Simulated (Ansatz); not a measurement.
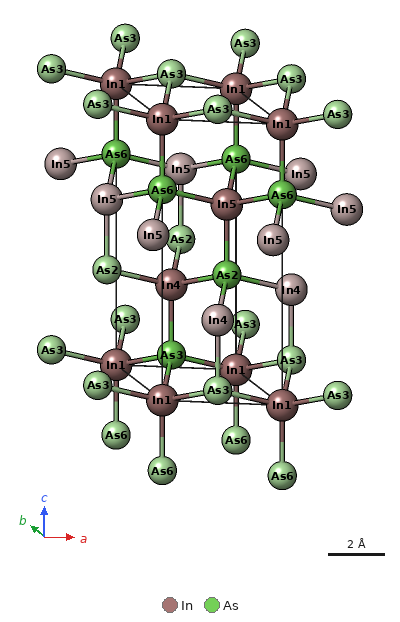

**Figure 1.** The structure as given in the input (ball-and-stick view of the cell of the calculation, seen slightly off an axis; neighbours outside the cell are drawn fainter; atoms are numbered from 1 in the order of the input).

# What a change does: single-point calculation on InAs

System: InAs (F-43m, 6 atoms in the cell).
Method of the first run: DFT PBE, scalar-relativistic, plane waves, PAW, no spin polarisation (Ansatz 0.2.0).

The structure derives from an entry of the Crystallography Open Database. Text and figures count atoms from 1; the logs count them from 0 in places.

**Input, the first run**
```yaml
crystal:
  lattice:
    - [4.3743937308, 0.0, 0.0]
    - [-2.1871968654, 3.788336097, 0.0]
    - [0.0, 0.0, 10.7150325745]
  atoms:
    - { symbol: In, position: [0.0, 0.0, 0.0] }
    - { symbol: As, position: [0.6666666667, 0.3333333333, 0.4166666667] }
    - { symbol: As, position: [0.3333333333, 0.6666666667, 0.0833333333] }
    - { symbol: In, position: [0.3333333333, 0.6666666667, 0.3333333333] }
    - { symbol: In, position: [0.6666666667, 0.3333333333, 0.6666666667] }
    - { symbol: As, position: [0.0, 1.0, 0.75] }
basis:
  ecutwfc: 420
kpoints:
  mp_grid: { grid: [21, 21, 8] }
hamiltonian:
  xc: pbe
scf:
  occupations: { method: gaussian, width: 0.1 }
output:
  forces: true
  stress: true
  eigenvalues: true
```

Command:
```bash
ansatz run input.yaml --threads 2 --pin off --max-ram 5120MiB --backend cpu --events-out ev --progress --plain --runs-dir out
```

Hardware: 2 threads of AMD EPYC (Zen 5), 32 GiB of memory available, shared host.

**Output, shortened to warnings, some set-up lines, iterations and results (the first run)**
```
Basis set: ecut = 420 eV, 3437 PW (Γ), exchange–correlation on 60×60×144 points (8 copies of the dense FFT grid, shifted against one another)
Symmetry: 18 space group operations
k-points: 351 of 3528 (time reversal used)
Initial density: superposition of atomic densities (neutral atoms: chi_scale 0, normalization atom), corrected by the library's trained network
[...]
SCF iter   1: F=—  HF=-31363.418739 eV  |F-HF|=—  |Δ(HF+E_count)|=         —  Δρ=2.55e-3  dr2=2.61e-2  ethr=1.77e-3  ⟨swp⟩=6.9  Hψ=67051  notcnv=0  defer=13
SCF iter   2: F=—  HF=-31363.408581 eV  |F-HF|=—  |Δ(HF+E_count)|=   1.02e-2  Δρ=1.20e-3  dr2=4.55e-3  ethr=3.10e-5  ⟨swp⟩=2.0  Hψ=30133  notcnv=0  defer=18
SCF iter   3: F=—  HF=-31363.408012 eV  |F-HF|=—  |Δ(HF+E_count)|=   5.69e-4  Δρ=4.11e-4  dr2=6.16e-4  ethr=5.42e-6  ⟨swp⟩=3.0  Hψ=26039  notcnv=0  defer=1
SCF iter   4: F=—  HF=-31363.408215 eV  |F-HF|=—  |Δ(HF+E_count)|=   2.03e-4  Δρ=1.90e-4  dr2=1.06e-4  ethr=7.33e-7  ⟨swp⟩=2.0  Hψ=19913  notcnv=0  defer=1
SCF iter   5: F=—  HF=-31363.408346 eV  |F-HF|=—  |Δ(HF+E_count)|=   1.31e-4  Δρ=4.58e-5  dr2=4.57e-6  ethr=1.26e-7  ⟨swp⟩=3.0  Hψ=31341  notcnv=0  defer=1
SCF iter   6: F=—  HF=-31363.408331 eV  |F-HF|=—  |Δ(HF+E_count)|=   1.48e-5  Δρ=2.48e-5  dr2=8.15e-7  ethr=5.44e-9  ⟨swp⟩=2.0  Hψ=31315  notcnv=0  defer=1
SCF iter   7: F=-31363.408333 eV  HF=-31363.408333 eV  |F-HF|=1.89e-10  |Δ(HF+E_count)|=   1.33e-6  Δρ=5.46e-6  dr2=4.44e-8  ethr=1.19e-10  ⟨swp⟩=7.7  Hψ=80961  notcnv=0
SCF 1 converged in 7 iterations: F = -31363.408333 eV  dr2 = 4.44e-8
SCF converged after 7 iterations
Free energy (F): -31363.408333 eV
Harris-Foulkes:  -31363.408333 eV  (|F-HF|=1.89e-10)
Internal energy: -31363.408227 eV  (E = F + TS)
E sigma→0 (E₀):  -31363.408280 eV
Entropy (-TS):   -0.000106 eV (-0.018 meV/atom)
Fermi energy:    7.077256 eV
--- Per-component energies (eV) ---
  E_band       = -999.023685
  E_kinetic    = 1035.850201
  E_local      = -10097.968543  (includes V_loc(G=0)·N_el)
  E_nonlocal   = -910.150625
  E_hartree    = 4861.385318
  E_xc         = -881.598232
  E_vxc        = -533.100894  (∫ρ·V_xc dr)
  E_paw        = -17971.803788  (= ΣΔE_a)
  E_vpaw       = -216.409026  (= ΣTr[D̂ρ^β])
  E_aug_tail   = 0.000103  (compensation charges beyond the density's cutoff)
  E_ewald      = -7399.122661
  E_smearing   = -0.000106  (= −TS)
  E_closure    = -0.000000  (closes the sum)
  Σ components = -31363.408333   (vs F -31363.408333, Δ=0.00e0)
--- Forces (eV/Å), atoms counted from 1 ---
  atom   1  In     0.00000000     0.00000000    -0.00000014
  atom   2  As     0.00000000    -0.00000000     0.00000026
  atom   3  As     0.00000000    -0.00000000     0.00000026
  atom   4  In     0.00000000     0.00000000    -0.00000014
  atom   5  In    -0.00000000     0.00000000    -0.00000014
  atom   6  As     0.00000000    -0.00000000     0.00000026
  max |Σ_I F_I| component: 3.65e-7 eV/Å
--- Stress (GPa, compression-positive) ---
        0.000240      -0.000000       0.000000
        0.000000       0.000240      -0.000000
        0.000000      -0.000000       0.000118
  P = ⅓ Tr σ = 0.0002 GPa (0.002 kbar)
```

The input of the second run differs as follows (lines with − go, lines with + come):
```diff
-  mp_grid: { grid: [21, 21, 8] }
+  mp_grid: { grid: [12, 12, 4] }
```

How does the second run compare with the first run?

The free energy of the second run is 0.07 meV per atom higher, which measures how much it depends on this numerical setting. The number of SCF iterations is the same. The irreducible k-points go from 351 to 69. On the same kind of shared host the second run took about 0.19 times as long.

**Output, shortened to warnings, some set-up lines, iterations and results (the second run)**
```
Basis set: ecut = 420 eV, 3437 PW (Γ), exchange–correlation on 60×60×144 points (8 copies of the dense FFT grid, shifted against one another)
Symmetry: 18 space group operations
k-points: 69 of 576 (time reversal used)
Initial density: superposition of atomic densities (neutral atoms: chi_scale 0, normalization atom), corrected by the library's trained network
[...]
SCF iter   1: F=—  HF=-31363.418326 eV  |F-HF|=—  |Δ(HF+E_count)|=         —  Δρ=2.55e-3  dr2=2.60e-2  ethr=1.77e-3  ⟨swp⟩=6.9  Hψ=13107  notcnv=0  defer=6
SCF iter   2: F=—  HF=-31363.408186 eV  |F-HF|=—  |Δ(HF+E_count)|=   1.01e-2  Δρ=1.20e-3  dr2=4.54e-3  ethr=3.10e-5  ⟨swp⟩=2.0  Hψ=5933  notcnv=0  defer=7
SCF iter   3: F=—  HF=-31363.407619 eV  |F-HF|=—  |Δ(HF+E_count)|=   5.67e-4  Δρ=4.11e-4  dr2=6.16e-4  ethr=5.41e-6  ⟨swp⟩=3.0  Hψ=5131  notcnv=0  defer=1
SCF iter   4: F=—  HF=-31363.407822 eV  |F-HF|=—  |Δ(HF+E_count)|=   2.04e-4  Δρ=1.90e-4  dr2=1.06e-4  ethr=7.33e-7  ⟨swp⟩=2.0  Hψ=3929  notcnv=0  defer=1
SCF iter   5: F=—  HF=-31363.407952 eV  |F-HF|=—  |Δ(HF+E_count)|=   1.30e-4  Δρ=4.58e-5  dr2=4.56e-6  ethr=1.26e-7  ⟨swp⟩=3.0  Hψ=6166  notcnv=0  defer=1
SCF iter   6: F=—  HF=-31363.407939 eV  |F-HF|=—  |Δ(HF+E_count)|=   1.24e-5  Δρ=2.47e-5  dr2=8.11e-7  ethr=5.42e-9  ⟨swp⟩=2.0  Hψ=6166  notcnv=0  defer=1
SCF iter   7: F=-31363.407941 eV  HF=-31363.407941 eV  |F-HF|=8.73e-11  |Δ(HF+E_count)|=   1.32e-6  Δρ=5.42e-6  dr2=4.39e-8  ethr=1.19e-10  ⟨swp⟩=7.6  Hψ=15777  notcnv=0
SCF 1 converged in 7 iterations: F = -31363.407941 eV  dr2 = 4.39e-8
SCF converged after 7 iterations
Free energy (F): -31363.407941 eV
Harris-Foulkes:  -31363.407941 eV  (|F-HF|=8.73e-11)
Internal energy: -31363.407467 eV  (E = F + TS)
E sigma→0 (E₀):  -31363.407704 eV
Entropy (-TS):   -0.000473 eV (-0.079 meV/atom)
Fermi energy:    7.030903 eV
--- Per-component energies (eV) ---
  E_band       = -999.014707
  E_kinetic    = 1035.852506
  E_local      = -10097.976478  (includes V_loc(G=0)·N_el)
  E_nonlocal   = -910.151759
  E_hartree    = 4861.391592
  E_xc         = -881.600048
  E_vxc        = -533.103023  (∫ρ·V_xc dr)
  E_paw        = -17971.800724  (= ΣΔE_a)
  E_vpaw       = -216.403817  (= ΣTr[D̂ρ^β])
  E_aug_tail   = 0.000103  (compensation charges beyond the density's cutoff)
  E_ewald      = -7399.122661
  E_smearing   = -0.000473  (= −TS)
  E_closure    = -0.000000  (closes the sum)
  Σ components = -31363.407941   (vs F -31363.407941, Δ=0.00e0)
--- Forces (eV/Å), atoms counted from 1 ---
  atom   1  In    -0.00000000     0.00000000    -0.00029369
  atom   2  As     0.00000000    -0.00000000     0.00029363
  atom   3  As     0.00000000    -0.00000000     0.00029363
  atom   4  In     0.00000000     0.00000000    -0.00029369
  atom   5  In    -0.00000000     0.00000000    -0.00029369
  atom   6  As    -0.00000000    -0.00000000     0.00029363
  max |Σ_I F_I| component: 1.82e-7 eV/Å
--- Stress (GPa, compression-positive) ---
        0.003985       0.000000      -0.000000
        0.000000       0.003985      -0.000000
       -0.000000      -0.000000       0.000897
  P = ⅓ Tr σ = 0.0030 GPa (0.030 kbar)
```

**The two runs side by side**

```tsv
quantity	the first run	the second run
outcome	converged	converged
free energy per atom (eV)	−5227.2347	−5227.2347
gap on the mesh (eV)	0.00	0.00
pressure (GPa)	0.00	0.00
largest force (eV/Å)	0.000	0.000
SCF iterations	7	7
irreducible k-points	351	69
plane waves at Γ	3437	3437
wall time (shared host)	49 s	9.3 s
```
